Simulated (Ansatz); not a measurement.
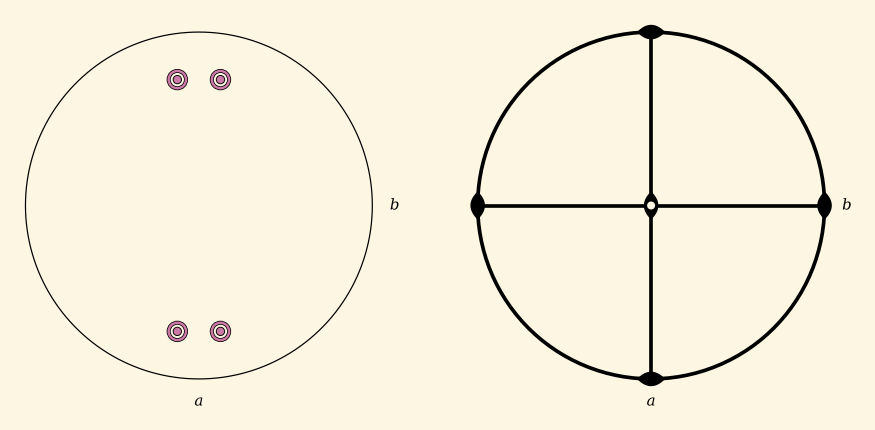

Stereographic projection: filled dots lie in the upper hemisphere, open rings in the lower; heavy lines are mirror planes (a heavy rim: a mirror in the plane of the page); lens, triangle, square and hexagon are 2-, 3-, 4- and 6-fold axes, a lens in an open square is −4, a triangle in an open hexagon −6; thin dashed diameters join the ends of axes that lie in the page; a small open circle marks inversion. The c axis points at the viewer. Left: one general form; right: the symmetry elements. Computed from the symmetry operations of a computed or model structure of composition Mo, which need not be its known form.

Which point group is this?

mmm (D2h), order 8, orthorhombic system: three twofold axes, three mirror planes, an inversion centre.

Which physical properties does it allow?

It is centrosymmetric, so neither piezoelectric nor pyroelectric; it is not chiral.
